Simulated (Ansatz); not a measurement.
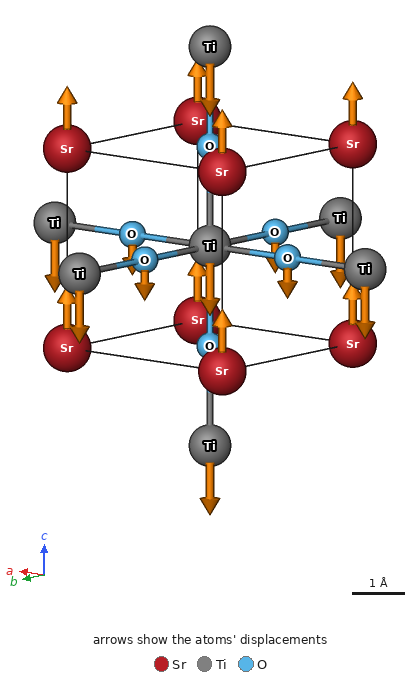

Normal modes of crystalline SrTiO3, at the zone centre. The optical levels lie at 140i (×3), 144 (×3), 233 (×3), 509 (×3) cm⁻¹. One mode is drawn. Displacements are drawn as orange arrows; their common scale and sign are arbitrary. The picture is a ball-and-stick view of the cell of the calculation, seen from a free direction. Only the shorter bonds are drawn.

The calculation used DFT PBE, scalar-relativistic, plane waves, PAW (Ansatz). Settings: plane-wave cutoff 420 eV; k-point mesh 8 × 8 × 8; occupations fixed; no spin polarisation.

Frequencies are those without the non-analytic (LO–TO) term.

Question: To which level does it belong?

Answer: The level at 144 cm⁻¹. This is the T₁u mode (triply degenerate; one member of the set is drawn), optical level 2 of 4, counted from below (1 lower level is imaginary, so the structure is unstable), infrared-active by symmetry. All motion is along c; the kinetic energy is shared as Sr 49 %, Ti 40 %, O 11 %. Its infrared intensity is 0.47 (D/Å)²/amu for the set.
